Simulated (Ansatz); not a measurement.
**Run report: Ti$_{3}$O$_{5}$, geometry relaxation (part 1 of 2)**

The run: geometry relaxation of Ti$_{3}$O$_{5}$ (C2/m, 16 atoms in the cell). Method and program: DFT PBEsol, scalar-relativistic, plane waves, PAW, no spin polarisation (Ansatz 0.2.0).

The structure derives from an entry of the Crystallography Open Database. Figures and captions count atoms from 1; the log counts them from 0 in places.

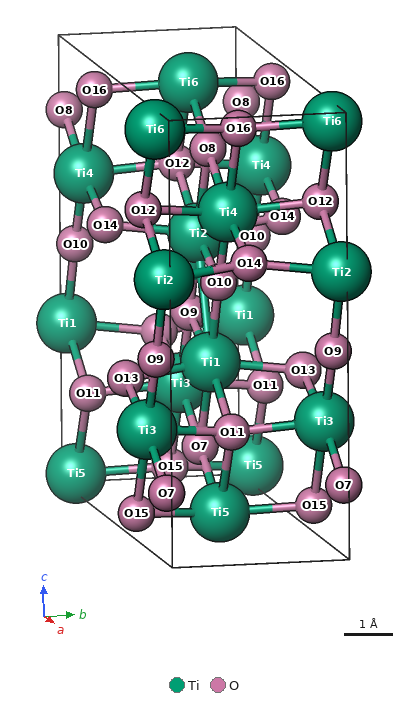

*The input geometry (ball-and-stick view of the cell 2 times as large as that of the calculation, set on its symmetry axes, seen slightly off an axis; atoms are numbered from 1 in the order of the input). An atom can appear more than once, as a periodic image.*

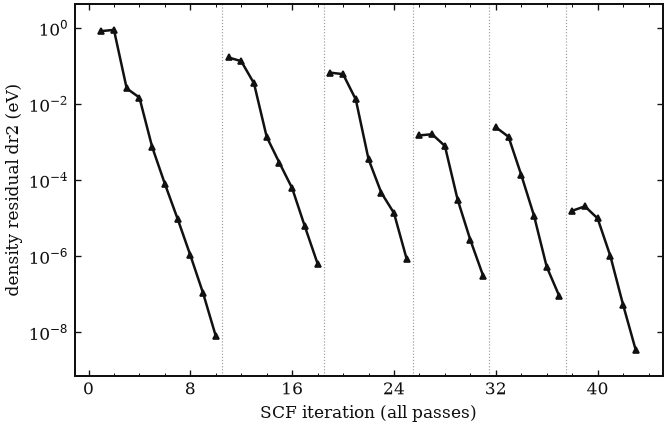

*Convergence of the self-consistent field: density residual dr2 against the SCF iteration. The dotted lines part the SCF passes of the relaxation: geometry steps, rejected trials and re-solves on a re-selected basis.*

The 6 passes take 6 to 10 iterations each, 43 in all.

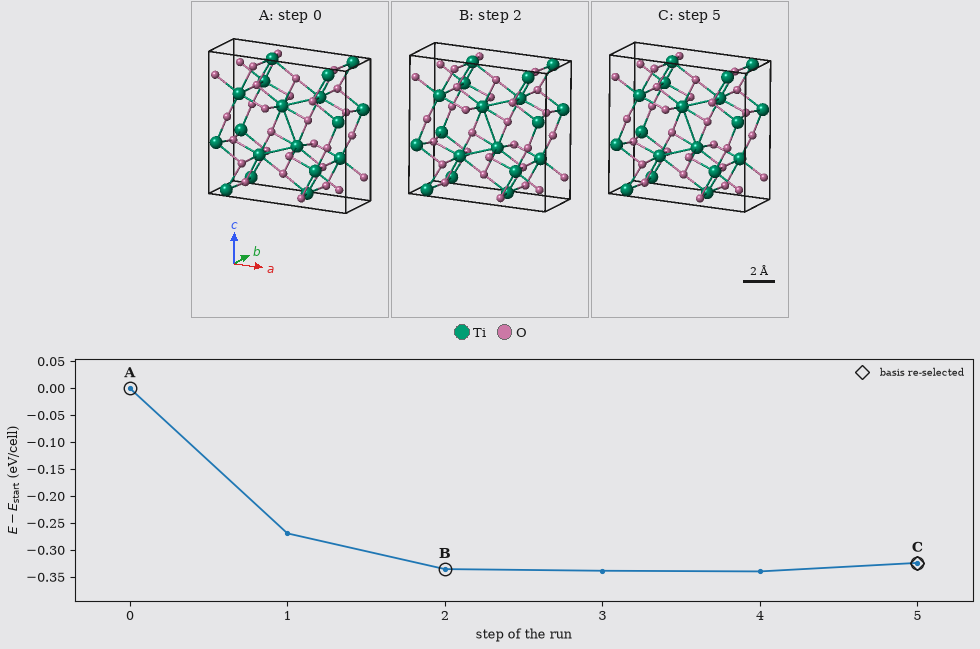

*Frames of the relaxation (ball-and-stick view of the cell 2 times as large as that of the calculation, set on its symmetry axes, seen slightly off an axis) above the curves, on which the letters mark them (the first geometry is step 0 here and step 1 in the log).*

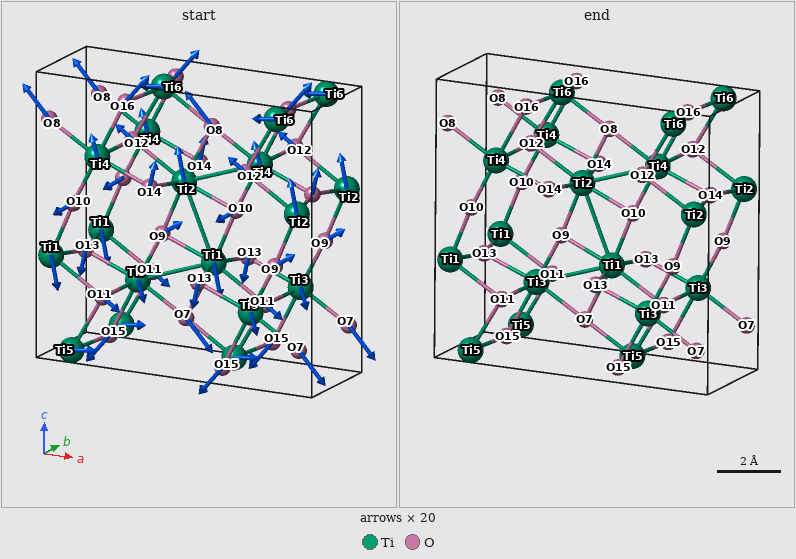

*Before (left) and after (right) the relaxation, at one scale (ball-and-stick view of the cell 2 times as large as that of the calculation, set on its symmetry axes, seen slightly off an axis). The blue arrows give the displacements (without the part carried along by the change of the cell), magnified 20 times.*

The largest moves relative to the cell, 0.072 Å, are those of O7 and O8. Largest moves by element: O 0.072 Å, Ti 0.060 Å. Cell: a 9.752 → 9.674 Å (−0.8 %), b 3.802 → 3.824 Å (+0.6 %), c 9.442 → 9.208 Å (−2.5 %), β 91.9° → 91.0°. Volume −2.7 %. Among the contacts that change: Ti5–O7 2.048 → 1.973 Å, Ti5–Ti6 2.605 → 2.678 Å, Ti5–O16 2.178 → 2.116 Å, Ti5–O11 2.162 → 2.105 Å. Among the angles that change: Ti5–O15–Ti5 151.3° → 157.0°, Ti5–O7–Ti6 79.2° → 84.8°, Ti3–O7–Ti6 99.8° → 95.3°. The space group stays C2/m (No. 12). The energy falls by 0.340 eV per cell of the calculation in 4 geometry steps. Largest force component: 0.71 eV/Å at the start, 0.021 eV/Å at the end. The pressure goes from −4.54 to −0.18 GPa. A last SCF at the same geometry on a re-selected plane-wave basis shifts the energy by +15.8 meV per cell of the calculation. (Atoms are counted from 1 in the order of the input.)

These pictures come from the run below.

**The input**
```yaml
crystal:
  lattice:
    - [4.876, -1.901, 0.0]
    - [4.876, 1.901, 0.0]
    - [-0.3163452429, 0.0, 9.4366990885]
  atoms:
    - { symbol: Ti, position: [0.0538, 0.0538, 0.3659] }
    - { symbol: Ti, position: [0.9462, 0.9462, 0.6341] }
    - { symbol: Ti, position: [0.7786, 0.7786, 0.2669] }
    - { symbol: Ti, position: [0.2214, 0.2214, 0.7331] }
    - { symbol: Ti, position: [0.128, 0.128, 0.044] }
    - { symbol: Ti, position: [0.872, 0.872, 0.956] }
    - { symbol: O, position: [0.953, 0.953, 0.158] }
    - { symbol: O, position: [0.047, 0.047, 0.842] }
    - { symbol: O, position: [0.866, 0.866, 0.441] }
    - { symbol: O, position: [0.134, 0.134, 0.559] }
    - { symbol: O, position: [0.241, 0.241, 0.245] }
    - { symbol: O, position: [0.759, 0.759, 0.755] }
    - { symbol: O, position: [0.588, 0.588, 0.345] }
    - { symbol: O, position: [0.412, 0.412, 0.655] }
    - { symbol: O, position: [0.676, 0.676, 0.06] }
    - { symbol: O, position: [0.324, 0.324, 0.94] }
basis:
  ecutwfc: 420
kpoints:
  mp_grid: { grid: [6, 6, 2] }
hamiltonian:
  xc: pbesol
scf:
  occupations: { method: gaussian, width: 0.1 }
output:
  forces: true
  stress: true
  eigenvalues: true
relax:
  adjacent_minimum: "off"
  f_tol: 0.05
  max_steps: 80
  cell: { stress_tol: 0.5 }
```

Command:
```bash
ansatz run input.yaml --threads 4 --pin off --max-ram 10240MiB --backend cpu --events-out ev --progress --plain --runs-dir out
```

**Log**
```
Engine: ansatz 0.2.0, x86_64-unknown-linux-gnu
Pseudopotentials: kind: paw
Pseudopotential: Ti, paw, valence charge 12, recommended cutoff 420 eV (normal), Ti.paw.azcp
Pseudopotential: O, paw, valence charge 6, recommended cutoff 420 eV (normal), O.paw.azcp
Functional definition: PBEsol
  exchange = pbesol_x
  correlation = pbesol_c
Crystal: 16 atoms, lattice volume = 174.943 Å³
Basis set: ecut = 420 eV, 3431 PW (Γ), exchange–correlation on 72×72×128 points (8 copies of the dense FFT grid, shifted against one another)
Bands: 82, of which v1, the nominal top of the filled ones, is band 66 counted from 1 (65 counted from 0)
Symmetry: 4 space group operations
Space group: C2/m (ITA 12), of the structure as read, at distance tolerance 5.6e-5 Å
k-points: 26 of 72
Non-local potential: Ti, projectors of the file, l = 0: 3, l = 1: 2, l = 2: 3, l = 3: 1
Non-local potential: O, projectors of the file, l = 0: 2, l = 1: 2, l = 2: 1
PAW form: soft (Blöchl's): semilocal exchange-correlation on the pseudo side does not see the compensation charge
PAW frozen core: Ti, regenerated for the run's functional, and the local potential with it (the file was generated under x = pbe(κ = 0.804, μ = 0.2195149727645171), c = pbe(β = 0.06672455060314922))
PAW frozen core: O, regenerated for the run's functional, and the local potential with it (the file was generated under x = pbe(κ = 0.804, μ = 0.2195149727645171), c = pbe(β = 0.06672455060314922))
PAW one-centre angular grid: Ti, 590 points (default); XC on 64 Gauss nodes
PAW one-centre angular grid: O, 110 points (default); XC on 64 Gauss nodes
Initial density: superposition of atomic densities (neutral atoms: chi_scale 0, normalization atom), corrected by the library's trained network
Initial wavefunctions: pseudopotential atomic-orbital guess
Functional: x = pbesol(κ = 0.804, μ = 0.12345679012345678), c = pbesol(β = 0.046)
SCF iter   1: F=—  HF=-20475.112274 eV  |F-HF|=—  |Δ(HF+E_count)|=         —  Δρ=2.06e-2  dr2=8.35e-1  ethr=1.77e-3  ⟨swp⟩=4.4  Hψ=8071  notcnv=0
preconditioner: auto → LDOS  [metal: Δε(μ)=0.013 eV  Ē_g=9.741 eV  σ=0.100 eV  W_gap=0.08  n_scr=46 (ndim 8)  ℏωp=25.7 eV  f_vac=0.058  D(μ)=7.03/eV (n_scr^D=68)  β→1.0]
SCF iter   2: F=—  HF=-20475.171975 eV  |F-HF|=—  |Δ(HF+E_count)|=   5.97e-2  Δρ=2.55e-2  dr2=8.98e-1  ethr=6.32e-4  ⟨swp⟩=2.0  Hψ=3780  notcnv=0  defer=199
SCF iter   3: F=—  HF=-20474.976832 eV  |F-HF|=—  |Δ(HF+E_count)|=   1.95e-1  Δρ=4.06e-3  dr2=2.60e-2  ethr=6.32e-4  ⟨swp⟩=2.0  Hψ=3194  notcnv=0  defer=199
SCF iter   4: F=—  HF=-20474.973878 eV  |F-HF|=—  |Δ(HF+E_count)|=   2.95e-3  Δρ=2.19e-3  dr2=1.49e-2  ethr=1.97e-5  ⟨swp⟩=2.0  Hψ=3528  notcnv=0  defer=198
SCF iter   5: F=—  HF=-20474.972371 eV  |F-HF|=—  |Δ(HF+E_count)|=   1.51e-3  Δρ=4.88e-4  dr2=7.52e-4  ethr=1.13e-5  ⟨swp⟩=2.0  Hψ=2691  notcnv=0  defer=198
SCF iter   6: F=—  HF=-20474.972324 eV  |F-HF|=—  |Δ(HF+E_count)|=   4.69e-5  Δρ=1.76e-4  dr2=8.03e-5  ethr=5.70e-7  ⟨swp⟩=2.0  Hψ=2677  notcnv=0  defer=198
SCF iter   7: F=—  HF=-20474.972434 eV  |F-HF|=—  |Δ(HF+E_count)|=   1.10e-4  Δρ=6.23e-5  dr2=9.67e-6  ethr=6.08e-8  ⟨swp⟩=2.6  Hψ=2912  notcnv=0  defer=198
SCF iter   8: F=—  HF=-20474.972434 eV  |F-HF|=—  |Δ(HF+E_count)|=   2.32e-7  Δρ=2.06e-5  dr2=1.07e-6  ethr=7.32e-9  ⟨swp⟩=1.9  Hψ=2185  notcnv=0  defer=198
SCF iter   9: F=—  HF=-20474.972434 eV  |F-HF|=—  |Δ(HF+E_count)|=   5.26e-8  Δρ=6.83e-6  dr2=1.08e-7  ethr=8.13e-10  ⟨swp⟩=2.6  Hψ=2759  notcnv=0  defer=198
SCF iter  10: F=-20474.972434 eV  HF=-20474.972434 eV  |F-HF|=6.45e-9  |Δ(HF+E_count)|=   6.00e-9  Δρ=2.08e-6  dr2=7.99e-9  ethr=7.58e-11  ⟨swp⟩=9.4  Hψ=7845  notcnv=0
SCF 1 converged in 10 iterations: F = -20474.972434 eV  dr2 = 7.99e-9
  greatest PAW one-centre occupation: 0.999 electrons in one spin orbital (limit 2), on the Ti atom at site 3 (counted from 0), in its partial waves of l = 0
relax step   1: F+E_penalty+E_count = -20474.97243392 eV  Δ(F+E_penalty+E_count) = +0.000e0 eV  max|allowed force component| = 7.084e-1 eV/Å  Δτ_max = 0.0000 Å  P = -4.536 GPa  Ω = 174.943 Å³  (10 SCF iters, dr2 threshold 1.00e-7 eV, accepted)
Crystal: 16 atoms, lattice volume = 171.932 Å³
Basis set: ecut = 420 eV, 3383 PW (Γ), exchange–correlation on 72×72×128 points (8 copies of the dense FFT grid, shifted against one another)
Initial density: handed on by an earlier stage of this run
Initial wavefunctions: those handed on with the density
iter 1 solved again at ethr=1.28e-4 eV; its pass at ethr=3.10e-3 eV (dr2=1.69e-1 eV) is discarded
SCF iter   1: F=—  HF=-20475.273066 eV  |F-HF|=—  |Δ(HF+E_count)|=         —  Δρ=9.40e-3  dr2=1.69e-1  ethr=1.28e-4  ⟨swp⟩=1.0  Hψ=11627  notcnv=0
preconditioner: auto → LDOS  [metal: Δε(μ)=0.022 eV  Ē_g=9.959 eV  σ=0.100 eV  W_gap=0.12  n_scr=46 (ndim 8)  ℏωp=26.0 eV  f_vac=0.055  D(μ)=4.67/eV (n_scr^D=28)  β→1.0]
SCF iter   2: F=—  HF=-20475.271357 eV  |F-HF|=—  |Δ(HF+E_count)|=   1.71e-3  Δρ=7.74e-3  dr2=1.35e-1  ethr=1.28e-4  ⟨swp⟩=2.0  Hψ=3951  notcnv=0
SCF iter   3: F=—  HF=-20475.247400 eV  |F-HF|=—  |Δ(HF+E_count)|=   2.40e-2  Δρ=4.24e-3  dr2=3.54e-2  ethr=1.02e-4  ⟨swp⟩=2.0  Hψ=3603  notcnv=0  defer=50
SCF iter   4: F=—  HF=-20475.241351 eV  |F-HF|=—  |Δ(HF+E_count)|=   6.05e-3  Δρ=7.91e-4  dr2=1.38e-3  ethr=2.68e-5  ⟨swp⟩=2.0  Hψ=3050  notcnv=0  defer=50
SCF iter   5: F=—  HF=-20475.241472 eV  |F-HF|=—  |Δ(HF+E_count)|=   1.21e-4  Δρ=3.70e-4  dr2=2.87e-4  ethr=1.04e-6  ⟨swp⟩=2.0  Hψ=2939  notcnv=0  defer=45
SCF iter   6: F=—  HF=-20475.241453 eV  |F-HF|=—  |Δ(HF+E_count)|=   1.86e-5  Δρ=1.80e-4  dr2=6.18e-5  ethr=2.18e-7  ⟨swp⟩=2.0  Hψ=3018  notcnv=0  defer=21
SCF iter   7: F=—  HF=-20475.241448 eV  |F-HF|=—  |Δ(HF+E_count)|=   5.09e-6  Δρ=6.37e-5  dr2=6.07e-6  ethr=4.69e-8  ⟨swp⟩=2.0  Hψ=2979  notcnv=0  defer=15
SCF iter   8: F=-20475.241448 eV  HF=-20475.241448 eV  |F-HF|=4.88e-7  |Δ(HF+E_count)|=   3.16e-7  Δρ=1.83e-5  dr2=6.38e-7  ethr=1.21e-9  ⟨swp⟩=8.9  Hψ=9312  notcnv=0
SCF 2 converged in 8 iterations: F = -20475.241448 eV  dr2 = 6.38e-7
relax step   2: F+E_penalty+E_count = -20475.24144787 eV  Δ(F+E_penalty+E_count) = -2.690e-1 eV  max|allowed force component| = 3.896e-1 eV/Å  Δτ_max = 0.0455 Å  P = -1.253 GPa  Ω = 171.932 Å³  energy of the carried Pulay correction = +1.356e-2 eV  (8 SCF iters, dr2 threshold 1.60e-6 eV, accepted)
Crystal: 16 atoms, lattice volume = 170.070 Å³
Basis set: ecut = 420 eV, 3343 PW (Γ), exchange–correlation on 72×72×128 points (8 copies of the dense FFT grid, shifted against one another)
iter 1 solved again at ethr=5.03e-5 eV; its pass at ethr=3.10e-3 eV (dr2=6.64e-2 eV) is discarded
SCF iter   1: F=—  HF=-20475.318183 eV  |F-HF|=—  |Δ(HF+E_count)|=         —  Δρ=5.95e-3  dr2=6.74e-2  ethr=5.03e-5  ⟨swp⟩=1.1  Hψ=10184  notcnv=0
preconditioner: auto → LDOS  [metal: Δε(μ)=0.032 eV  Ē_g=9.991 eV  σ=0.100 eV  W_gap=0.18  n_scr=46 (ndim 8)  ℏωp=26.1 eV  f_vac=0.055  D(μ)=4.18/eV (n_scr^D=28)  β→1.0]
SCF iter   2: F=—  HF=-20475.320322 eV  |F-HF|=—  |Δ(HF+E_count)|=   2.14e-3  Δρ=5.11e-3  dr2=6.16e-2  ethr=5.03e-5  ⟨swp⟩=2.0  Hψ=3967  notcnv=0
SCF iter   3: F=—  HF=-20475.309729 eV  |F-HF|=—  |Δ(HF+E_count)|=   1.06e-2  Δρ=2.61e-3  dr2=1.33e-2  ethr=4.67e-5  ⟨swp⟩=2.0  Hψ=3194  notcnv=0  defer=3
SCF iter   4: F=—  HF=-20475.307441 eV  |F-HF|=—  |Δ(HF+E_count)|=   2.29e-3  Δρ=4.49e-4  dr2=3.59e-4  ethr=1.01e-5  ⟨swp⟩=2.0  Hψ=3127  notcnv=0  defer=3
SCF iter   5: F=—  HF=-20475.307701 eV  |F-HF|=—  |Δ(HF+E_count)|=   2.60e-4  Δρ=1.53e-4  dr2=4.73e-5  ethr=2.72e-7  ⟨swp⟩=2.0  Hψ=2781  notcnv=0  defer=3
SCF iter   6: F=—  HF=-20475.307701 eV  |F-HF|=—  |Δ(HF+E_count)|=   3.80e-7  Δρ=9.04e-5  dr2=1.37e-5  ethr=3.59e-8  ⟨swp⟩=2.0  Hψ=3067  notcnv=0  defer=3
SCF iter   7: F=-20475.307699 eV  HF=-20475.307699 eV  |F-HF|=5.19e-7  |Δ(HF+E_count)|=   1.92e-6  Δρ=2.50e-5  dr2=8.41e-7  ethr=1.21e-9  ⟨swp⟩=6.4  Hψ=9558  notcnv=0
SCF 3 converged in 7 iterations: F = -20475.307699 eV  dr2 = 8.41e-7
relax step   3: F+E_penalty+E_count = -20475.30769857 eV  Δ(F+E_penalty+E_count) = -6.625e-2 eV  max|allowed force component| = 1.253e-1 eV/Å  Δτ_max = 0.0374 Å  P = +0.537 GPa  Ω = 170.070 Å³  energy of the carried Pulay correction = +2.207e-2 eV  (7 SCF iters, dr2 threshold 1.60e-6 eV, accepted)
Crystal: 16 atoms, lattice volume = 170.316 Å³
iter 1 solved again at ethr=1.13e-6 eV; its pass at ethr=3.10e-3 eV (dr2=1.49e-3 eV) is discarded
SCF iter   1: F=—  HF=-20475.311060 eV  |F-HF|=—  |Δ(HF+E_count)|=         —  Δρ=1.19e-3  dr2=1.51e-3  ethr=1.13e-6  ⟨swp⟩=2.1  Hψ=9945  notcnv=0
preconditioner: auto → LDOS  [metal: Δε(μ)=0.050 eV  Ē_g=9.974 eV  σ=0.100 eV  W_gap=0.27  n_scr=46 (ndim 8)  ℏωp=26.1 eV  f_vac=0.056  D(μ)=4.19/eV (n_scr^D=28)  β→1.0]
SCF iter   2: F=—  HF=-20475.311186 eV  |F-HF|=—  |Δ(HF+E_count)|=   1.27e-4  Δρ=9.75e-4  dr2=1.62e-3  ethr=1.13e-6  ⟨swp⟩=2.0  Hψ=3627  notcnv=0
SCF iter   3: F=—  HF=-20475.310947 eV  |F-HF|=—  |Δ(HF+E_count)|=   2.40e-4  Δρ=6.98e-4  dr2=7.96e-4  ethr=1.13e-6  ⟨swp⟩=2.0  Hψ=3296  notcnv=0
SCF iter   4: F=—  HF=-20475.310789 eV  |F-HF|=—  |Δ(HF+E_count)|=   1.58e-4  Δρ=1.36e-4  dr2=3.10e-5  ethr=6.03e-7  ⟨swp⟩=2.0  Hψ=3137  notcnv=0
SCF iter   5: F=—  HF=-20475.310783 eV  |F-HF|=—  |Δ(HF+E_count)|=   6.09e-6  Δρ=3.79e-5  dr2=2.69e-6  ethr=2.35e-8  ⟨swp⟩=2.0  Hψ=3182  notcnv=0
SCF iter   6: F=-20475.310782 eV  HF=-20475.310783 eV  |F-HF|=2.21e-7  |Δ(HF+E_count)|=   3.87e-7  Δρ=1.36e-5  dr2=3.11e-7  ethr=1.19e-9  ⟨swp⟩=6.3  Hψ=8357  notcnv=0
SCF 4 converged in 6 iterations: F = -20475.310782 eV  dr2 = 3.11e-7
relax step   4: F+E_penalty+E_count = -20475.31078231 eV  Δ(F+E_penalty+E_count) = -3.084e-3 eV  max|allowed force component| = 5.369e-2 eV/Å  Δτ_max = 0.0098 Å  P = +0.066 GPa  Ω = 170.316 Å³  energy of the carried Pulay correction = +2.094e-2 eV  (6 SCF iters, dr2 threshold 1.57e-6 eV, accepted)
Crystal: 16 atoms, lattice volume = 170.270 Å³
Basis set: ecut = 420 eV, 3337 PW (Γ), exchange–correlation on 72×72×128 points (8 copies of the dense FFT grid, shifted against one another)
iter 1 solved again at ethr=1.88e-6 eV; its pass at ethr=3.10e-3 eV (dr2=2.48e-3 eV) is discarded
SCF iter   1: F=—  HF=-20475.312060 eV  |F-HF|=—  |Δ(HF+E_count)|=         —  Δρ=9.28e-4  dr2=2.48e-3  ethr=1.88e-6  ⟨swp⟩=2.0  Hψ=9932  notcnv=0
preconditioner: auto → LDOS  [metal: Δε(μ)=0.059 eV  Ē_g=9.970 eV  σ=0.100 eV  W_gap=0.32  n_scr=46 (ndim 8)  ℏωp=26.1 eV  f_vac=0.055  D(μ)=4.20/eV (n_scr^D=28)  β→1.0]
SCF iter   2: F=—  HF=-20475.312023 eV  |F-HF|=—  |Δ(HF+E_count)|=   3.65e-5  Δρ=7.32e-4  dr2=1.39e-3  ethr=1.88e-6  ⟨swp⟩=2.0  Hψ=3254  notcnv=0
SCF iter   3: F=—  HF=-20475.311780 eV  |F-HF|=—  |Δ(HF+E_count)|=   2.43e-4  Δρ=2.85e-4  dr2=1.38e-4  ethr=1.05e-6  ⟨swp⟩=2.0  Hψ=3192  notcnv=0
SCF iter   4: F=—  HF=-20475.312017 eV  |F-HF|=—  |Δ(HF+E_count)|=   2.36e-4  Δρ=7.27e-5  dr2=1.18e-5  ethr=1.04e-7  ⟨swp⟩=2.0  Hψ=3187  notcnv=0
SCF iter   5: F=—  HF=-20475.312016 eV  |F-HF|=—  |Δ(HF+E_count)|=   1.26e-6  Δρ=1.69e-5  dr2=5.29e-7  ethr=8.93e-9  ⟨swp⟩=2.0  Hψ=3017  notcnv=0
SCF iter   6: F=-20475.312016 eV  HF=-20475.312016 eV  |F-HF|=6.07e-8  |Δ(HF+E_count)|=   3.52e-8  Δρ=6.99e-6  dr2=8.79e-8  ethr=1.36e-10  ⟨swp⟩=5.4  Hψ=7191  notcnv=0
SCF 5 converged in 6 iterations: F = -20475.312016 eV  dr2 = 8.79e-8
relax step   5: F+E_penalty+E_count = -20475.31201554 eV  Δ(F+E_penalty+E_count) = -1.233e-3 eV  max|allowed force component| = 2.078e-2 eV/Å  Δτ_max = 0.0066 Å  P = -0.005 GPa  Ω = 170.270 Å³  energy of the carried Pulay correction = +2.115e-2 eV  (6 SCF iters, dr2 threshold 1.80e-7 eV, accepted)
Initial wavefunctions: pseudopotential atomic-orbital guess (no wavefunctions were taken with the density)
iter 1 solved again at ethr=2.85e-8 eV; its pass at ethr=3.10e-3 eV (dr2=3.76e-5 eV) is discarded
```
